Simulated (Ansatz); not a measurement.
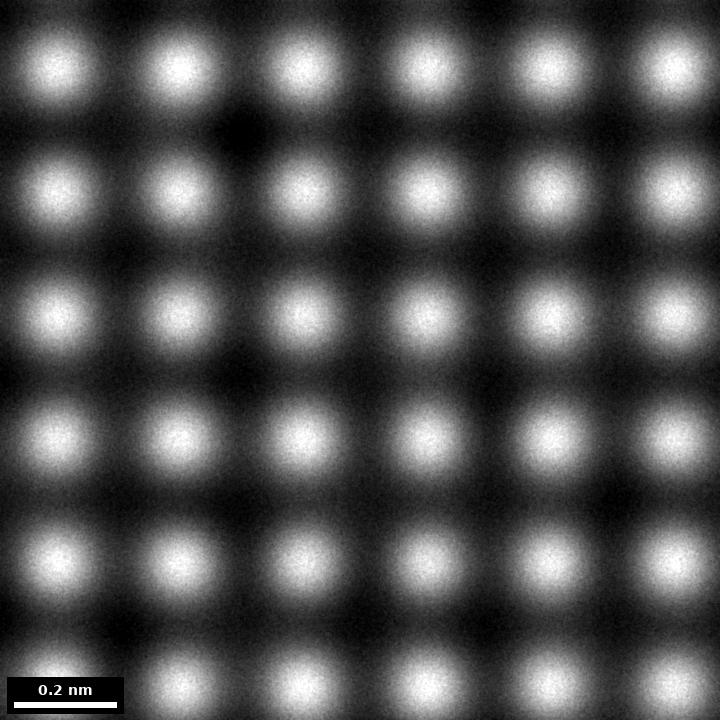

Integrated-DPC-like image of Ga (Im-3m, No. 229) along [001]. Simulated as the projected potential of neutral atoms (B = 0.5 Å²) blurred by a 1.04 Å probe, the thin-sample limit of integrated differential phase contrast. Shot noise and the speckle of an amorphous layer were added. Atomic positions: the input geometry of an electronic-structure calculation (not necessarily at equilibrium); the starting structure was generated, so it need not be a known form of this composition.

Question: Describe what the image shows.

Answer: The columns repeat on a square net with a repeat of 2.40 Å (plane group p4mm). All columns are alike (Ga). The shortest distance between visible columns is 2.40 Å in projection. Along the beam the structure repeats every 3.40 Å.
